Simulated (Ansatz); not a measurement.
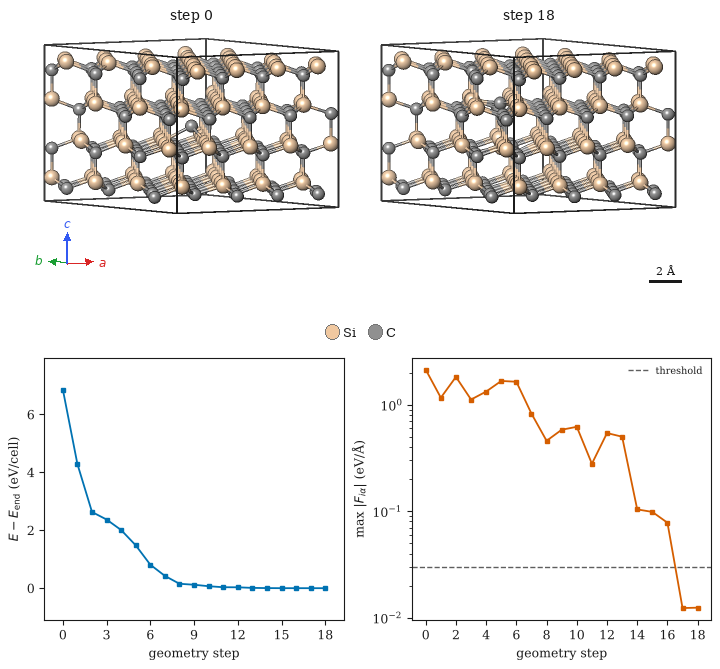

First and last geometry of a relaxation of a defect cell of composition Si₉₆C₉₇ (cell charge −1), with the history of the run. A ball-and-stick model of the cell of the calculation (origin shifted), seen from a free direction.

The calculation used DFT, PBEsol, PAW, plane waves in Ansatz. Settings: plane-wave cutoff 420 eV; k-point mesh 1 × 1 × 1; mesh shifted by (0.25, 0.25, 0.25); collinear spin; atoms relaxed in a fixed cell; force threshold 0.03 eV/Å; at most 80 steps.

> Did the run converge, and what did it change?

It converged. The largest move is that of a C atom, 1.67 Å roughly along [−3 2 1]. Largest moves by element: C 1.67 Å, Si 0.44 Å. The cell stays as it was. Near-neighbour distances that change, for instance: C–Si 3.912 → 2.542 Å, C–Si 2.044 → 3.406 Å, C–Si 2.346 → 3.597 Å, C–C 2.022 → 3.244 Å. New bonds form, among them: C–C (2.02 → 1.40 Å), C–Si (2.33 → 1.82 Å). Bonds break, among them: C–Si (1.87 → 2.88 Å), C–Si (2.04 → 3.41 Å), C–Si (2.06 → 2.95 Å). Among the angles between lasting bonds that change: C–Si–C 172.9° → 105.3°, C–Si–C 75.5° → 110.4°, C–Si–C 109.8° → 92.3°. After 18 geometry steps the energy has fallen by 6.859 eV per cell of the calculation. Largest force component: 2.1 eV/Å at the start, 0.012 eV/Å at the end. The run took 42 s on 1 × NVIDIA GB200 with 8 threads of Arm Neoverse-V2, peak memory 2.3 GiB.

```
step  E − E(0), meV/atom  largest force component, eV/Å
   0                0.00                         2.1344
   1              -13.34                         1.1643
   2              -21.91                         1.8254
   3              -23.25                         1.1185
   4              -25.14                         1.3295
   5              -27.87                         1.6724
   6              -31.34                         1.6438
   7              -33.34                         0.8244
   8              -34.75                         0.4582
   9              -34.92                         0.5819
  10              -35.18                         0.6201
  11              -35.37                         0.2790
  12              -35.38                         0.5417
  13              -35.48                         0.5006
  14              -35.52                         0.1039
  15              -35.54                         0.0984
  16              -35.54                         0.0779
  17              -35.54                         0.0123
  18              -35.54                         0.0124
```

Limits of the set-up: the cell is charged, on a uniform background, and energies carry no finite-size correction.
